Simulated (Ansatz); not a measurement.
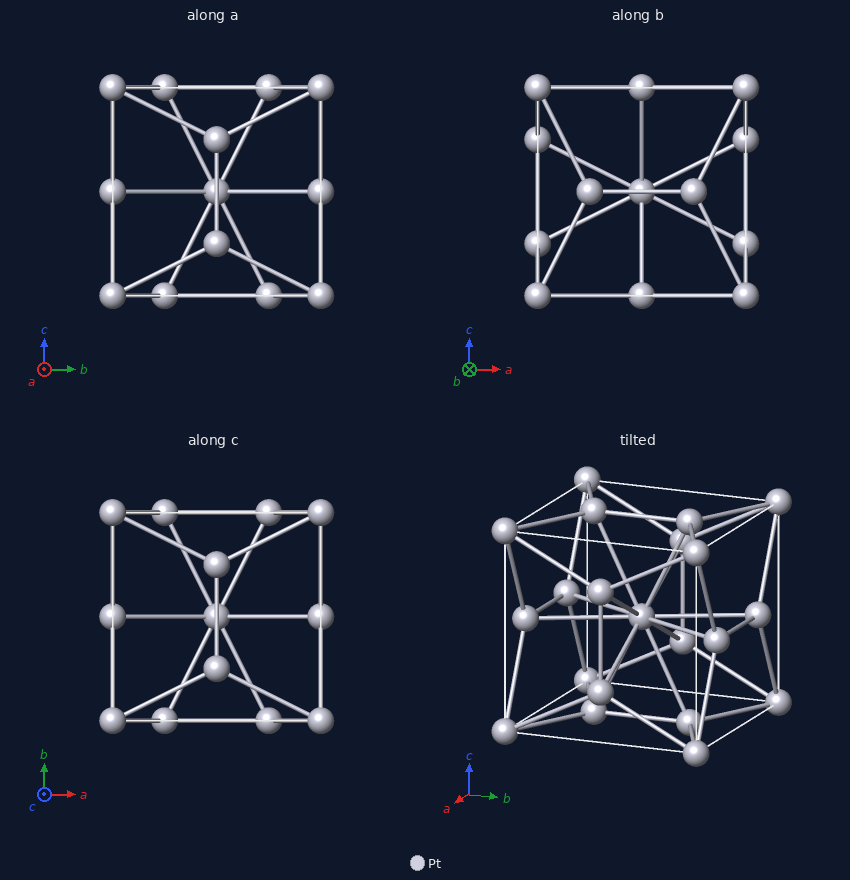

View along the a axis, along the b axis, along the c axis and slightly off an axis, drawn as a ball-and-stick model. The conventional unit cell is drawn as a box.

Lattice parameters: a = 4.965 Å, b = 4.965 Å, c = 4.965 Å, α = 90.00°, β = 90.00°, γ = 90.00°.

Question: Record the structure as a table of Wyckoff sites.

Answer: Space group Pm-3n (No. 223).
| atom | site | x | y | z |
| --- | --- | --- | --- | --- |
| Pt | 2a | 0.0000 | 0.0000 | 0.0000 |
| Pt | 6c | 0.2500 | 0.0000 | 0.5000 |

The structure comes from a structure type filled with this element by a generator (whether the element takes this form wasn't checked). Earlier steps of the study may have refined or changed the cell and positions. It was the input of a calculation with Ansatz.
